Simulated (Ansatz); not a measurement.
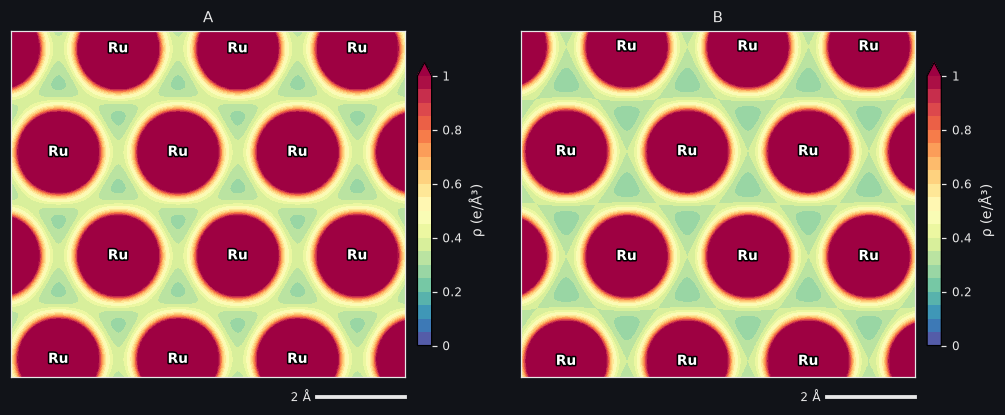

Ru. The valence electron density of two cells that differ in size, on the (111) plane of each (indices in the axes of the calculation cell), at one length scale and on one colour scale: B has 14.9 Å³ an atom and A 14.3.

Method: Kohn-Sham DFT of a periodic cell, PBE, Ansatz PAW (Ansatz).

Core electrons are frozen (PAW), and the valence fields are smoothed inside the atomic spheres.

Q: What does the compression do to the bonding and the properties?

A: From the larger cell to the smaller, Ru–Ru goes from 2.76 to 2.73 Å, and the density at its midpoint from 0.35 to 0.37 e/Å³; the pressure goes from −19 to −10 GPa.
